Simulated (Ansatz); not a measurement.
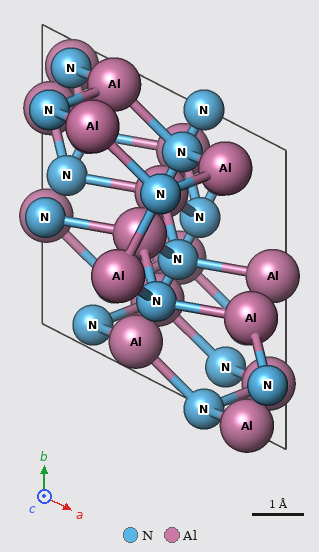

Reference structure: a (1 1 1) slab of AlN as cut from the relaxed bulk. The picture is a ball-and-stick view of the cell of the calculation, outlined in the plane, without the vacuum, seen along the c axis.

Method: DFT PBEsol, scalar-relativistic, plane waves, PAW (Ansatz). (plane-wave cutoff 420 eV; occupations gaussian; no spin polarisation) The k-mesh is chosen for each cell (12×12×6, 6×5×1). Smearing widths differ between the runs.

The variant: The atoms of the slab are relaxed at the bulk's in-plane cell.

### Predict the response.

The surface energy (mean of the two faces) falls from 4.04 to 3.33 J/m². The top spacing, between the AlN and AlN planes, goes from 0.74 to 0.70 Å (−6.2 %), the bottom one (AlN to AlN) from 0.74 to 0.64 Å (−13.7 %). The top plane rumples by 0.08 Å. The lattice vectors keep their values. An Al atom moves most relative to the layer's centre: 0.88 Å at 76° to the normal (−c side). Largest moves by element: Al 0.88 Å, N 0.83 Å. Some distances before and after: Al–N 3.080 → 1.995 to 2.008 Å, Al–Al 3.073 → 2.447 to 2.595 Å, Al–N 1.904 → 1.820 to 2.024 Å, Al–N 1.891 → 1.800 to 1.955 Å. New contacts form: Al–Al (3.07 → 2.45 Å), Al–N (3.08 → 1.99 Å), Al–N (3.08 → 2.01 Å).

Drawn alike, the variant:

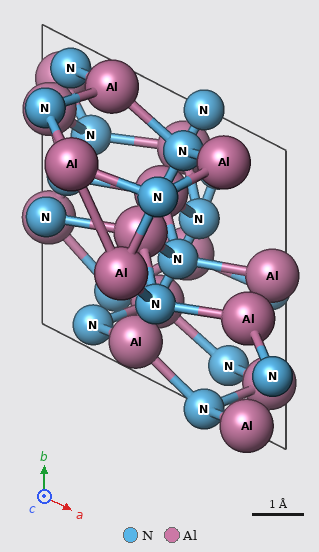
